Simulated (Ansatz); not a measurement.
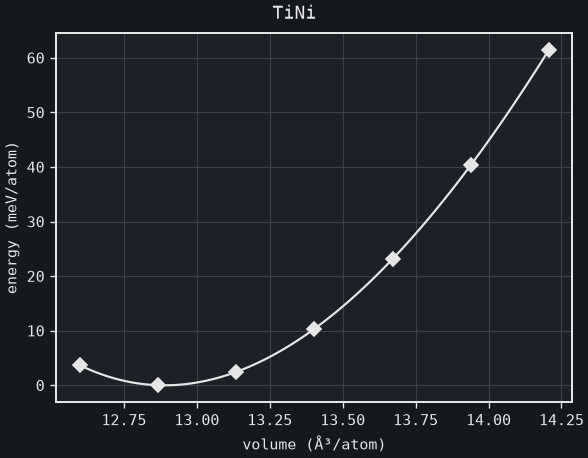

The plot gives the computed energy against volume for TiNi, space group P4/mmm (No. 123).

Cell as given: a = 2.736 Å, b = 2.736 Å, c = 3.581 Å, α = 90.00°, β = 90.00°, γ = 90.00°; 2 atoms.

Method: plane-wave DFT, collinear spins; energies at scaled volumes of the given cell, shape and fractions fixed, counted from the fit's minimum, third-order Birch-Murnaghan fit (Ansatz 0.2.0). Level: PBEsol, collinear spin.

| setting | value |
| --- | --- |
| k mesh | 10×10×8 |
| occupations | Fermi–Dirac |
| smearing width | 0.05 eV |
| potentials | Ansatz PAW |
| wave cutoff | 420 eV |
| density cutoff | 1680 eV |

Give the values behind the plot as a table.

```
volume (Å³/atom)  energy (meV/atom)
           12.60               3.69
           12.87               0.02
           13.13               2.45
           13.40              10.33
           13.67              23.12
           13.94              40.31
           14.21              61.44
```

Caveats: shape and atomic fractions are frozen while scaling, which makes layered, chain and framework solids too stiff.
